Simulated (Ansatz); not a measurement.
## Rh: geometry relaxation

The run: geometry relaxation of Rh (2 atoms in the cell). Method and program: DFT PBE, scalar-relativistic, plane waves, PAW, no spin polarisation (Ansatz 0.2.0).

The structure derives from a Materials Project entry. It belongs to a series of runs on one base structure; here: film's bulk on the substrate's plane, third vector and atoms relaxed.

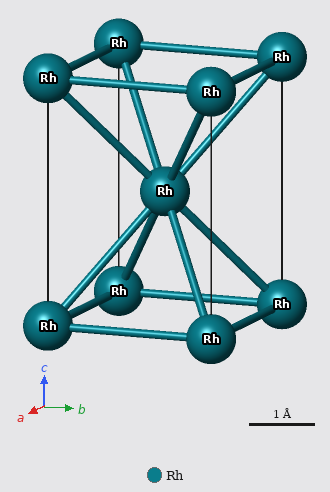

Figure 1. The structure as given in the input (ball-and-stick view of the reduced cell, seen slightly off an axis). An atom can appear more than once, as a periodic image.

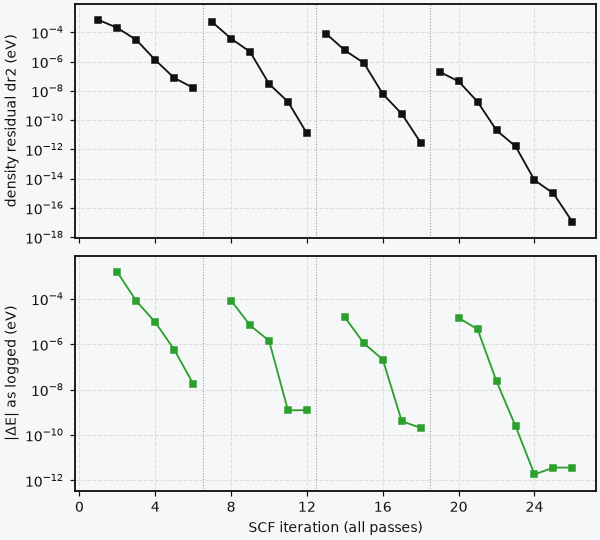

Figure 2. Convergence of the self-consistent field: density residual dr2 and size of the energy change against the SCF iteration. The dotted lines part the SCF passes of the relaxation: geometry steps, rejected trials and re-solves on a re-selected basis. The passes take 6, 6, 6 and 8 iterations.

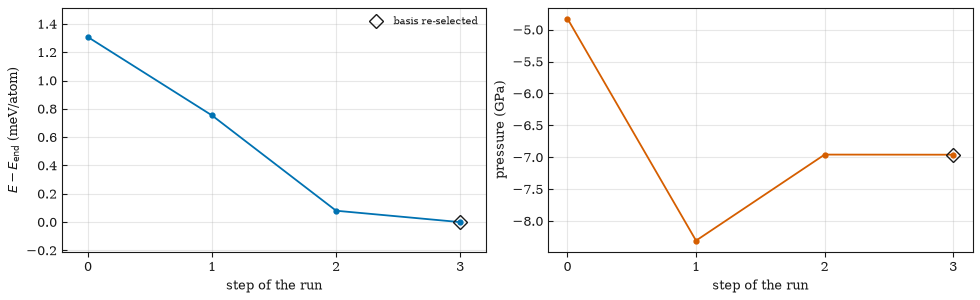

Figure 3. Progress of the relaxation, step by step (the first geometry is step 0 here and step 1 in the log).

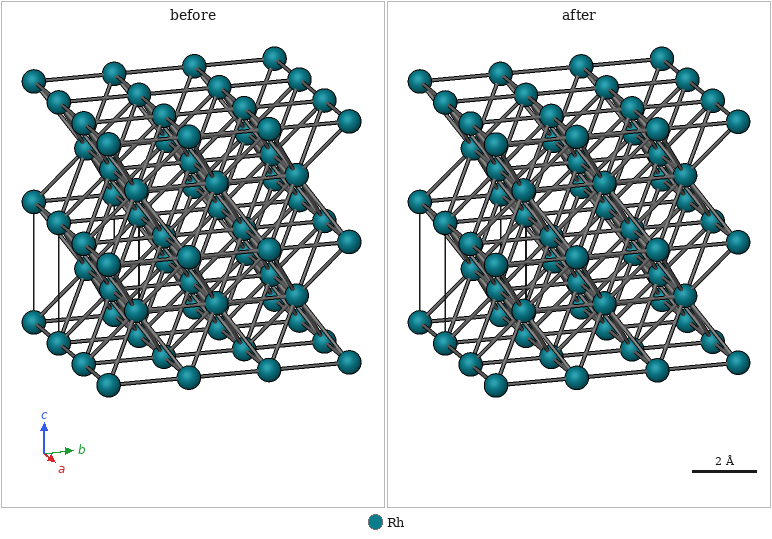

Figure 4. Before (left) and after (right) the relaxation, at one scale (ball-and-stick view of the reduced cell, repeated 3 × 3 × 2, seen slightly off an axis). After 2 geometry steps the energy has fallen by 1.2 meV per atom. All forces vanish by symmetry, so only the cell relaxes. The pressure goes from −4.83 to −6.96 GPa. The atoms keep their places relative to the cell (all moves are under 0.005 Å). Cell: a = b 2.703 → 2.715 Å (+0.4 %), c stays at 3.936 Å, γ 93.5° → 92.9°. Volume +0.9 %. Among the contacts that change: Rh1–Rh1 2.703 → 2.715 Å. The space group stays I4/mmm (No. 139). A last SCF at the same geometry on a re-selected plane-wave basis shifts the energy by −0.1 meV per atom. (Atoms are counted from 1 in the order of the input.)

The input that produced these results follows, with the program's output.

### Input
```yaml
crystal:
  lattice:
    - [3.9364226082, 0.0, 0.0]
    - [0.0, 3.9364226082, 0.0]
    - [-1.9682113041, 0.0, 1.852975828]
  atoms:
    - { symbol: Rh, position: [0.0, 0.0, 0.0] }
    - { symbol: Rh, position: [0.5, 0.5, 0.0] }
basis:
  ecutwfc: 420
kpoints:
  mp_grid: { grid: [9, 9, 18] }
hamiltonian:
  xc: pbe
scf:
  occupations: { method: gaussian, width: 0.1 }
output:
  forces: true
  stress: true
  eigenvalues: true
relax:
  adjacent_minimum: "off"
  f_tol: 0.01
  max_steps: 50
  cell: { fix: [a, b, gamma], stress_tol: 0.1 }
```

Run as:
```bash
ansatz run input.yaml --threads 4 --pin off --max-ram 8192MiB --backend cpu --events-out ev --progress --plain --runs-dir out
```

### What the program printed
```
Engine: ansatz 0.2.0, aarch64-unknown-linux-gnu
Pseudopotentials: kind: paw
Pseudopotential: Rh, paw, valence charge 17, recommended cutoff 420 eV (normal), Rh.paw.azcp
Functional definition: PBE
  parameter kappa = 0.804
  parameter beta = 0.06672455060314922
  exchange = pbe_x(kappa = kappa, mu = beta*pi^2/3)
  correlation = pbe_c(beta = beta)
Crystal: 2 atoms, lattice volume = 28.713 Å³
Basis set: ecut = 420 eV, 561 PW (Γ), exchange–correlation on 54×54×40 points (8 copies of the dense FFT grid, shifted against one another)
Bands: 21, of which v1, the nominal top of the filled ones, is band 17 counted from 1 (16 counted from 0)
Symmetry: 16 space group operations
Space group: I4/mmm (ITA 139), of the structure as read, at distance tolerance 3.1e-5 Å
k-points: 250 of 1458
Non-local potential: Rh, projectors of the file, l = 0: 3, l = 1: 2, l = 2: 2, l = 3: 1
PAW form: soft (Blöchl's): semilocal exchange-correlation on the pseudo side does not see the compensation charge
PAW one-centre angular grid: Rh, 590 points (default); XC on 64 Gauss nodes
Initial density: superposition of atomic densities (neutral atoms: chi_scale 0, normalization atom), corrected by the library's trained network
Initial wavefunctions: pseudopotential atomic-orbital guess
Functional: x = pbe(κ = 0.804, μ = 0.2195149727645171), c = pbe(β = 0.06672455060314922)
SCF iter   1: F=—  HF=-12805.726459 eV  |F-HF|=—  |Δ(HF+E_count)|=         —  Δρ=3.87e-3  dr2=7.00e-4  ethr=1.77e-3  ⟨swp⟩=4.7  Hψ=20254  notcnv=0
preconditioner: auto → none  [metal: Δε(μ)=0.003 eV  Ē_g=7.203 eV  σ=0.100 eV  W_gap=0.02  n_scr=6 (ndim 8)  ℏωp=29.4 eV  f_vac=0.000  D(μ)=2.85/eV (n_scr^D=36)  sad-step TF]
SCF iter   2: F=—  HF=-12805.727935 eV  |F-HF|=—  |Δ(HF+E_count)|=   1.48e-3  Δρ=2.07e-3  dr2=1.99e-4  ethr=2.06e-6  ⟨swp⟩=2.8  Hψ=12195  notcnv=0
SCF iter   3: F=—  HF=-12805.728015 eV  |F-HF|=—  |Δ(HF+E_count)|=   8.03e-5  Δρ=3.48e-4  dr2=3.01e-5  ethr=5.86e-7  ⟨swp⟩=2.0  Hψ=7335  notcnv=0
SCF iter   4: F=—  HF=-12805.728006 eV  |F-HF|=—  |Δ(HF+E_count)|=   9.27e-6  Δρ=9.13e-5  dr2=1.27e-6  ethr=8.85e-8  ⟨swp⟩=2.0  Hψ=7404  notcnv=0
iter 5 did not close the SCF: its close was put off for the readings that it lacked (scf_convergence_deferred on its scf_iter line)
SCF iter   5: F=-12805.728005 eV  HF=-12805.728005 eV  |F-HF|=4.91e-8  |Δ(HF+E_count)|=   5.75e-7  Δρ=2.39e-5  dr2=7.56e-8  ethr=3.75e-9  ⟨swp⟩=2.0  Hψ=7346  notcnv=0
SCF iter   6: F=-12805.728005 eV  HF=-12805.728005 eV  |F-HF|=1.16e-8  |Δ(HF+E_count)|=   1.79e-8  Δρ=8.26e-6  dr2=1.60e-8  ethr=2.22e-10  ⟨swp⟩=2.5  Hψ=18411  notcnv=0
SCF 1 converged in 6 iterations: F = -12805.728005 eV  dr2 = 1.60e-8
  greatest PAW one-centre occupation: 1.000 electrons in one spin orbital (limit 2), on the Rh atom at site 1 (counted from 0), in its partial waves of l = 0
relax step   1: F+E_penalty+E_count = -12805.72800502 eV  Δ(F+E_penalty+E_count) = +0.000e0 eV  max|allowed force component| = 8.204e-29 eV/Å  Δτ_max = 0.0000 Å  P = -4.826 GPa  Ω = 28.713 Å³  fix = [a, b, gamma]  reactions: a -8.916, b -8.916 GPa  (6 SCF iters, dr2 threshold 1.00e-7 eV, accepted)
Crystal: 2 atoms, lattice volume = 29.141 Å³
Initial density: handed on by an earlier stage of this run
Initial wavefunctions: those handed on with the density
iter 1 solved again at ethr=1.13e-6 eV; its pass at ethr=3.10e-3 eV (dr2=3.84e-4 eV) is discarded
SCF iter   1: F=—  HF=-12805.729187 eV  |F-HF|=—  |Δ(HF+E_count)|=         —  Δρ=1.71e-3  dr2=5.04e-4  ethr=1.13e-6  ⟨swp⟩=2.0  Hψ=30737  notcnv=0
preconditioner: auto → none  [metal: Δε(μ)=0.012 eV  Ē_g=7.088 eV  σ=0.100 eV  W_gap=0.07  n_scr=6 (ndim 8)  ℏωp=29.2 eV  f_vac=0.000  D(μ)=2.90/eV (n_scr^D=36)]
SCF iter   2: F=—  HF=-12805.729103 eV  |F-HF|=—  |Δ(HF+E_count)|=   8.39e-5  Δρ=7.40e-4  dr2=3.67e-5  ethr=1.13e-6  ⟨swp⟩=2.0  Hψ=7416  notcnv=0
SCF iter   3: F=—  HF=-12805.729110 eV  |F-HF|=—  |Δ(HF+E_count)|=   6.77e-6  Δρ=2.48e-4  dr2=4.62e-6  ethr=1.08e-7  ⟨swp⟩=1.0  Hψ=5250  notcnv=0
iter 4 did not close the SCF: its close was put off for the readings that it lacked (scf_convergence_deferred on its scf_iter line)
SCF iter   4: F=-12805.729112 eV  HF=-12805.729112 eV  |F-HF|=1.31e-8  |Δ(HF+E_count)|=   1.43e-6  Δρ=1.66e-5  dr2=2.98e-8  ethr=1.36e-8  ⟨swp⟩=2.6  Hψ=8479  notcnv=0
iter 5 did not close the SCF: its close was put off for the readings that it lacked (scf_convergence_deferred on its scf_iter line)
SCF iter   5: F=-12805.729112 eV  HF=-12805.729112 eV  |F-HF|=1.12e-9  |Δ(HF+E_count)|=   1.21e-9  Δρ=5.79e-6  dr2=1.78e-9  ethr=8.76e-11  ⟨swp⟩=2.1  Hψ=9022  notcnv=0
SCF iter   6: F=-12805.729112 eV  HF=-12805.729112 eV  |F-HF|=5.46e-12  |Δ(HF+E_count)|=   1.24e-9  Δρ=3.52e-7  dr2=1.22e-11  ethr=5.24e-12  ⟨swp⟩=1.0  Hψ=15767  notcnv=0
SCF 2 converged in 6 iterations: F = -12805.729112 eV  dr2 = 1.22e-11
relax step   2: F+E_penalty+E_count = -12805.72911169 eV  Δ(F+E_penalty+E_count) = -1.107e-3 eV  max|allowed force component| = 6.784e-29 eV/Å  Δτ_max = 0.0000 Å  P = -8.306 GPa  Ω = 29.141 Å³  energy of the carried Pulay correction = -2.722e-4 eV  fix = [a, b, gamma]  reactions: a -11.341, b -11.341 GPa  (6 SCF iters, dr2 threshold 2.00e-7 eV, accepted)
Crystal: 2 atoms, lattice volume = 28.970 Å³
iter 1 solved again at ethr=5.21e-7 eV; its pass at ethr=3.10e-3 eV (dr2=1.77e-4 eV) is discarded
SCF iter   1: F=—  HF=-12805.730472 eV  |F-HF|=—  |Δ(HF+E_count)|=         —  Δρ=6.82e-4  dr2=8.15e-5  ethr=5.21e-7  ⟨swp⟩=2.6  Hψ=27590  notcnv=0
preconditioner: auto → none  [metal: Δε(μ)=0.003 eV  Ē_g=7.139 eV  σ=0.100 eV  W_gap=0.02  n_scr=6 (ndim 8)  ℏωp=29.3 eV  f_vac=0.000  D(μ)=2.88/eV (n_scr^D=36)]
SCF iter   2: F=—  HF=-12805.730457 eV  |F-HF|=—  |Δ(HF+E_count)|=   1.53e-5  Δρ=2.94e-4  dr2=5.79e-6  ethr=2.40e-7  ⟨swp⟩=2.0  Hψ=7458  notcnv=0
SCF iter   3: F=—  HF=-12805.730458 eV  |F-HF|=—  |Δ(HF+E_count)|=   1.10e-6  Δρ=1.01e-4  dr2=8.00e-7  ethr=1.70e-8  ⟨swp⟩=1.3  Hψ=5802  notcnv=0
iter 4 did not close the SCF: its close was put off for the readings that it lacked (scf_convergence_deferred on its scf_iter line)
SCF iter   4: F=-12805.730458 eV  HF=-12805.730458 eV  |F-HF|=2.84e-9  |Δ(HF+E_count)|=   2.10e-7  Δρ=7.00e-6  dr2=6.12e-9  ethr=2.35e-9  ⟨swp⟩=2.7  Hψ=8581  notcnv=0
iter 5 did not close the SCF: its close was put off for the readings that it lacked (scf_convergence_deferred on its scf_iter line)
SCF iter   5: F=-12805.730458 eV  HF=-12805.730458 eV  |F-HF|=1.91e-10  |Δ(HF+E_count)|=  4.04e-10  Δρ=2.29e-6  dr2=2.67e-10  ethr=1.80e-11  ⟨swp⟩=2.1  Hψ=8906  notcnv=0
SCF iter   6: F=-12805.730458 eV  HF=-12805.730458 eV  |F-HF|=7.28e-12  |Δ(HF+E_count)|=  2.04e-10  Δρ=1.46e-7  dr2=2.86e-12  ethr=1.00e-12  ⟨swp⟩=1.0  Hψ=13975  notcnv=0
SCF 3 converged in 6 iterations: F = -12805.730458 eV  dr2 = 2.86e-12
relax step   3: F+E_penalty+E_count = -12805.73045842 eV  Δ(F+E_penalty+E_count) = -1.347e-3 eV  max|allowed force component| = 5.877e-29 eV/Å  Δτ_max = 0.0000 Å  P = -6.958 GPa  Ω = 28.970 Å³  energy of the carried Pulay correction = -1.638e-4 eV  fix = [a, b, gamma]  reactions: a -10.406, b -10.406 GPa  (6 SCF iters, dr2 threshold 2.00e-7 eV, accepted)
Initial wavefunctions: pseudopotential atomic-orbital guess (no wavefunctions were taken with the density)
iter 1 solved again at ethr=2.09e-8 eV; its pass at ethr=3.10e-3 eV (dr2=7.11e-6 eV) is discarded
SCF iter   1: F=—  HF=-12805.730600 eV  |F-HF|=—  |Δ(HF+E_count)|=         —  Δρ=1.63e-4  dr2=1.96e-7  ethr=2.09e-8  ⟨swp⟩=3.5  Hψ=36575  notcnv=0
SCF iter   2: F=—  HF=-12805.730614 eV  |F-HF|=—  |Δ(HF+E_count)|=   1.44e-5  Δρ=8.10e-5  dr2=4.41e-8  ethr=5.75e-10  ⟨swp⟩=1.5  Hψ=7054  notcnv=0
SCF iter   3: F=—  HF=-12805.730619 eV  |F-HF|=—  |Δ(HF+E_count)|=   4.56e-6  Δρ=6.35e-6  dr2=1.77e-9  ethr=1.30e-10  ⟨swp⟩=2.1  Hψ=6615  notcnv=0
iter 4 did not close the SCF: its close was put off for the readings that it lacked (scf_convergence_deferred on its scf_iter line)
SCF iter   4: F=-12805.730619 eV  HF=-12805.730619 eV  |F-HF|=2.47e-10  |Δ(HF+E_count)|=   2.29e-8  Δρ=7.43e-7  dr2=1.97e-11  ethr=5.19e-12  ⟨swp⟩=2.6  Hψ=8874  notcnv=0
iter 5 did not close the SCF: its close was put off for the readings that it lacked (scf_convergence_deferred on its scf_iter line)
SCF iter   5: F=-12805.730619 eV  HF=-12805.730619 eV  |F-HF|=5.46e-12  |Δ(HF+E_count)|=  2.46e-10  Δρ=1.32e-7  dr2=1.62e-12  ethr=1.00e-12  ⟨swp⟩=1.0  Hψ=5250  notcnv=0
iter 6 did not close the SCF: its close was put off for the readings that it lacked (scf_convergence_deferred on its scf_iter line)
SCF iter   6: F=-12805.730619 eV  HF=-12805.730619 eV  |F-HF|=0.00e0  |Δ(HF+E_count)|=  1.82e-12  Δρ=1.13e-8  dr2=7.91e-15  ethr=1.00e-12  ⟨swp⟩=1.0  Hψ=5250  notcnv=0
iter 7 did not close the SCF: its close was put off for the readings that it lacked (scf_convergence_deferred on its scf_iter line)
SCF iter   7: F=-12805.730619 eV  HF=-12805.730619 eV  |F-HF|=1.82e-12  |Δ(HF+E_count)|=  3.64e-12  Δρ=2.69e-9  dr2=9.71e-16  ethr=1.00e-12  ⟨swp⟩=1.0  Hψ=5250  notcnv=0
SCF iter   8: F=-12805.730619 eV  HF=-12805.730619 eV  |F-HF|=0.00e0  |Δ(HF+E_count)|=  3.64e-12  Δρ=3.76e-10  dr2=1.09e-17  ethr=1.00e-12  ⟨swp⟩=1.0  Hψ=11500  notcnv=0
SCF 4 converged in 8 iterations: F = -12805.730619 eV  dr2 = 1.09e-17
relax step   4: F+E_penalty+E_count = -12805.73061898 eV  Δ(F+E_penalty+E_count) = -1.606e-4 eV  max|allowed force component| = 5.877e-29 eV/Å  Δτ_max = 0.0000 Å  P = -6.959 GPa  Ω = 28.970 Å³  fix = [a, b, gamma]  reactions: a -10.408, b -10.408 GPa  stress off target by 6.16e-2 GPa on what of the cell is left free  SCF on the basis re-selected at this cell (its energy is not comparable with the rows above)  (8 SCF iters)
basis re-selected at this cell: Δ(F+E_penalty+E_count) = -1.606e-4 eV, ΔP = -0.002 GPa vs the last step (what re-selecting the basis moved, of the pressure what is left beyond the Pulay correction that the steps carried, after the strain that the cell walked since its last selection, with what the two solves' SCF thresholds leave and, on support functions, any second-order correction that the steps lacked; it is no measure of the basis error at this ecutwfc). This SCF's stress stands 6.16e-2 GPa from its target on what of the cell is left free (relax.cell.stress_tol is 1.00e-1 GPa) and its largest allowed force component is 5.88e-29 eV/Å (relax.f_tol is 1.00e-2 eV/Å): within both
SCF converged after 8 iterations
Free energy (F): -12805.730619 eV
Harris-Foulkes:  -12805.730619 eV  (|F-HF|=0.00e0)
Internal energy: -12805.716216 eV  (E = F + TS)
E sigma→0 (E₀):  -12805.723417 eV
Entropy (-TS):   -0.014403 eV (-7.202 meV/atom)
Fermi energy:    20.929052 eV
--- Per-component energies (eV) ---
  E_band       = -213.465444
  E_kinetic    = 1143.714584
  E_local      = -3254.489298  (includes V_loc(G=0)·N_el)
  E_nonlocal   = 709.263576
  E_hartree    = 1142.875480
  E_xc         = -442.712043
  E_vxc        = -555.650736  (∫ρ·V_xc dr)
  E_paw        = -7173.714361  (= ΣΔE_a)
  E_vpaw       = -542.056281  (= ΣTr[D̂ρ^β])
  E_aug_tail   = 0.001752  (compensation charges beyond the density's cutoff)
  E_ewald      = -4930.655905
  E_smearing   = -0.014403  (= −TS)
  E_closure    = 0.000000  (closes the sum)
  Σ components = -12805.730619   (vs F -12805.730619, Δ=0.00e0)
--- Forces (eV/Å), atoms counted from 1 ---
  atom   1  Rh    -0.00000000    -0.00000000    -0.00000000
  atom   2  Rh     0.00000000     0.00000000    -0.00000000
  max |Σ_I F_I| component: 1.44e-28 eV/Å
--- Stress (GPa, compression-positive) ---
      -10.408211      -0.000000       0.000000
       -0.000000     -10.408211       0.000000
        0.000000       0.000000      -0.061577
  P = ⅓ Tr σ = -6.9593 GPa (-69.593 kbar)
--- Band table (eV; the first three rows and the last of 250) ---
  k-point 0: bands = ["-57.7902", "-57.6764", "-25.9037", "-25.5420", "-25.5037", "-25.3294", "-25.3294", "-25.3007", "13.3489", "15.0932", "15.4706", "17.9428", "17.9428", "18.4341", "19.7005", "20.2948", "21.4106", "21.6018", "22.0183", "23.7913", "32.0855"]
  k-point 1: bands = ["-57.7862", "-57.6764", "-25.8918", "-25.5431", "-25.5160", "-25.3375", "-25.3375", "-25.3199", "13.5182", "15.2138", "15.5676", "18.0209", "18.0209", "18.3166", "19.7464", "20.1933", "21.2062", "21.2788", "21.6024", "24.7068", "32.0093"]
  k-point 2: bands = ["-57.7748", "-57.6763", "-25.8577", "-25.5514", "-25.5459", "-25.3744", "-25.3605", "-25.3605", "14.0055", "15.5498", "15.8574", "17.9915", "18.2540", "18.2540", "19.8801", "19.9157", "19.9885", "20.9078", "21.6039", "26.2264", "31.7962"]
  k-point 249: bands = ["-57.7124", "-57.6995", "-25.7391", "-25.7052", "-25.5696", "-25.5202", "-25.4426", "-25.4165", "16.5684", "16.8790", "17.3805", "17.3980", "17.5464", "17.9814", "19.0371", "19.2871", "19.4823", "19.9337", "22.6235", "23.5545", "34.3933"]
--- Relaxed structure (3 steps of the walk, 3 accepted, 1 SCFs on fresh bases) ---
  F+E_penalty+E_count = -12805.73061898 eV   max|allowed force component| = 5.877e-29 eV/Å   (the final SCF, on the basis selected at the relaxed cell)
  cell:  # Å, volume = 28.9698 Å³
    - [3.9364226082, -1.752760134049248e-113, -1.931133996730126e-32]
    - [-1.752760134049248e-113, 3.9364226082, -2.4758128163206743e-33]
    - [-1.9682113041, -1.1654290608275378e-33, 1.8695737597880264]
  atoms:
    - { symbol: Rh, position: [0.0, 0.0, 0.0] }
    - { symbol: Rh, position: [0.49999999999999994, 0.49999999999999994, -6.842277657836021e-49] }
```

### Trajectory as extended XYZ (Å, eV, eV/Å), 4 frames, from step=1 to step=4
```
2
Lattice="3.9364 0.0000 0.0000 0.0000 3.9364 0.0000 -1.9682 0.0000 1.8530" Properties=species:S:1:pos:R:3:forces:R:3 step=1 energy=-12805.72801 pressure_GPa=-4.83
Rh    0.0000    0.0000    0.0000    0.0000   0.0000   0.0000
Rh    1.9682    1.9682    0.0000    0.0000   0.0000   0.0000
2
Lattice="3.9364 0.0000 0.0000 0.0000 3.9364 0.0000 -1.9682 0.0000 1.8806" Properties=species:S:1:pos:R:3:forces:R:3 step=2 energy=-12805.72911 pressure_GPa=-8.31
Rh    0.0000    0.0000    0.0000    0.0000   0.0000   0.0000
Rh    1.9682    1.9682    0.0000    0.0000   0.0000   0.0000
2
Lattice="3.9364 0.0000 0.0000 0.0000 3.9364 0.0000 -1.9682 0.0000 1.8696" Properties=species:S:1:pos:R:3:forces:R:3 step=3 energy=-12805.73046 pressure_GPa=-6.96
Rh    0.0000    0.0000    0.0000    0.0000   0.0000   0.0000
Rh    1.9682    1.9682    0.0000    0.0000   0.0000   0.0000
2
Lattice="3.9364 0.0000 0.0000 0.0000 3.9364 0.0000 -1.9682 0.0000 1.8696" Properties=species:S:1:pos:R:3:forces:R:3 step=4 energy=-12805.73062 pressure_GPa=-6.96
Rh    0.0000    0.0000    0.0000    0.0000   0.0000   0.0000
Rh    1.9682    1.9682    0.0000    0.0000   0.0000   0.0000
```

### Key numbers

| quantity | value |
| --- | --- |
| outcome | converged |
| space group (tolerance 0.01 Å) | I4/mmm (139) |
| electrons treated | 34 |
| free energy | −12805.7306 eV |
| Fermi energy | 20.929 eV |
| gap on the k-point mesh | none (metallic) |
| pressure | −6.96 GPa |
| final volume | 28.97 Å³ |
| largest force (length of the vector) at the end | under 0.001 eV/Å |
| final cell | a = 3.936 Å, b = 3.936 Å, c = 2.715 Å, α = 90.00°, β = 136.47°, γ = 90.00° |
| hardware | 4 threads of Arm Neoverse V1, 24 GiB of memory available, shared host |
| wall time | 11 s (CPU time 41 s) |
| peak memory | 0.42 GiB |
